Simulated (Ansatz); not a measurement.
**BAs: density, localisation and related maps**

The calculation's input:

```
crystal:
  lattice:
    - [0.0, 2.3052873222, 2.3052873222]
    - [2.3052873222, 0.0, 2.3052873222]
    - [2.3052873222, 2.3052873222, 0.0]
  atoms:
    - { symbol: B, position: [0.0, 0.0, 0.0] }
    - { symbol: As, position: [0.5, 0.5, 0.5] }
kpoints:
  mp_grid: { grid: [6, 6, 6] }
hamiltonian:
  xc: hse06
scf:
  occupations: { method: fermi_dirac, width: 0.02 }
  n_extra_bands: 4
output:
  forces: true
  stress: true
  eigenvalues: true
  write_density: true
  write_potential: true
  elf: true
  volumetric_format: npy
```

Launched as:

```sh
ansatz run input.yaml --threads 2 --pin off --max-ram 2211MiB --backend cpu --events-out ev --progress --plain --runs-dir out
```

Below, planes, directions and counts refer to the conventional cell (a = 4.61 Å, b = 4.61 Å, c = 4.61 Å, α = 90.00°, β = 90.00°, γ = 90.00°).

Space group Fm-3m; started from the rocksalt prototype, which need not be the ambient phase; computed pressure about −3 GPa in this cell.

All numbers below come from DFT, HSE06, plane waves, PAW (Ansatz).

The density is the valence pseudo-density of a PAW calculation; it isn't the true density close to the nuclei.

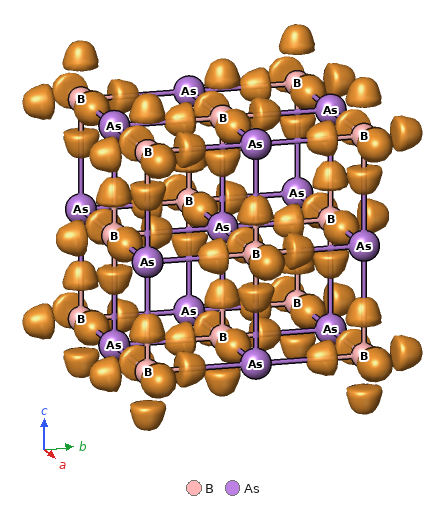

Figure 1. Isosurface of the electron localisation function at 0.7 (orange), seen slightly off an axis. Core shells and regions of very low density are left out. Sticks mark near contacts.

> Identify the bonds, lone pairs and shells in this picture.

At this value the surface marks out 24 regions between bonded As–B atoms (shared pairs), counted in one cell of 8 atoms. Any copies at cell faces, edges or corners count once. Profiles from the grid: B–As (2.31 Å): the ELF peaks at about 0.80 between the atoms.

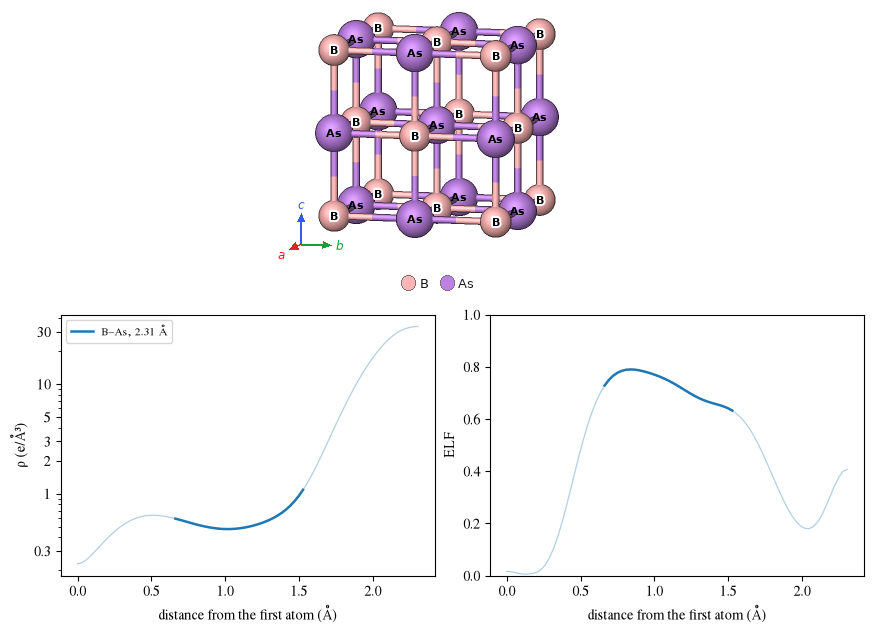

Figure 2. Valence charge density (pseudo) and electron localisation function along straight lines between neighbouring atoms. Thin, pale parts lie inside the atomic spheres. The structure is drawn too.

> What can be read from the curves?

B–As (2.31 Å): the density is about 0.5 e/Å³ at the midpoint; the ELF peaks at about 0.80 between the atoms.
